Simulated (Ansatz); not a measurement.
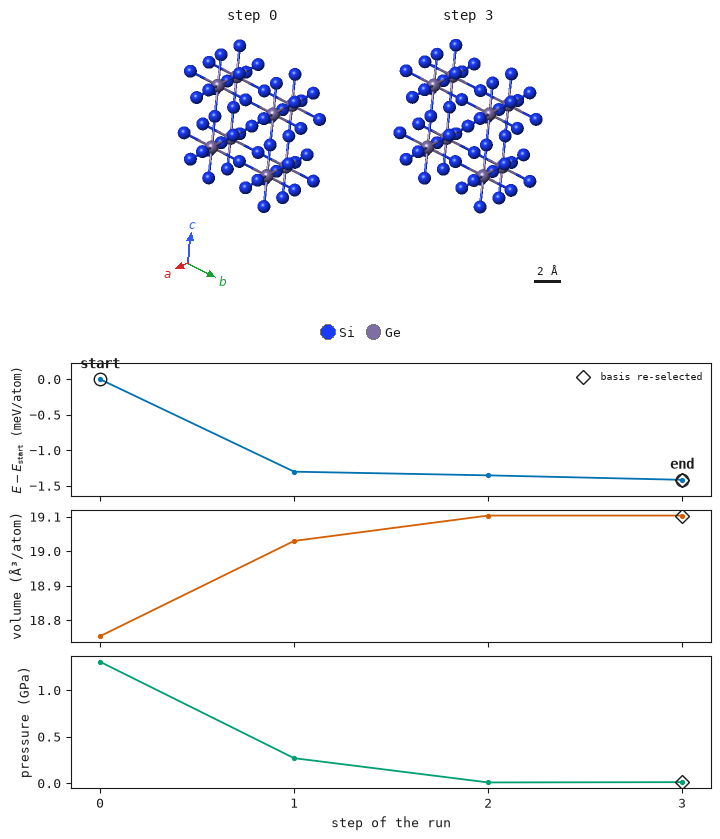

First and last geometry of a relaxation of crystalline Si4Ge (a generated structure, set up in Im-3m), with the history of the run. A ball-and-stick model of the cell of the calculation, seen slightly off an axis.

All numbers below come from DFT PBE, scalar-relativistic, plane waves, PAW in Ansatz.

The input:
```yaml
crystal:
  lattice:
    - [-2.8619725289, 2.8619725289, 2.8619725289]
    - [2.8619725289, -2.8619725289, 2.8619725289]
    - [2.8619725289, 2.8619725289, -2.8619725289]
  atoms:
    - { symbol: Si, position: [0.0, 0.0, 0.5] }
    - { symbol: Si, position: [0.0, 0.5, 0.0] }
    - { symbol: Si, position: [0.5, 0.0, 0.0] }
    - { symbol: Si, position: [0.5, 0.5, 0.5] }
    - { symbol: Ge, position: [0.0, 0.0, 0.0] }
basis:
  ecutwfc: 420
kpoints:
  mp_grid: { grid: [10, 10, 10] }
hamiltonian:
  xc: pbe
scf:
  occupations: { method: gaussian, width: 0.1 }
output:
  forces: true
  stress: true
  eigenvalues: true
relax:
  adjacent_minimum: "off"
  f_tol: 0.01
  max_steps: 80
  cell: { stress_tol: 0.05 }
```

Run as
```bash
ansatz run input.yaml --threads 1 --pin off --max-ram 2048MiB --backend cpu --events-out ev --progress --plain --runs-dir out
```

What do the curves and the structures tell?

Answer. It converged. The energy falls by 1.4 meV per atom in 2 accepted moves (3 points after the start). All forces vanish by symmetry, so only the cell relaxes. The pressure goes from 1.31 to 0.01 GPa. The SCF was repeated once at an unchanged geometry on a basis and grid sized afresh for the cell, which shifted the energy by 0.1 meV per atom at most. No atom moves by more than 0.005 Å relative to the cell. Cell: a = b = c 4.957 → 4.988 Å (+0.6 %). Volume +1.9 %. Near-neighbour distances that change, for instance: Si1–Ge5 2.479 → 2.494 Å. The space group stays Im-3m (No. 229).
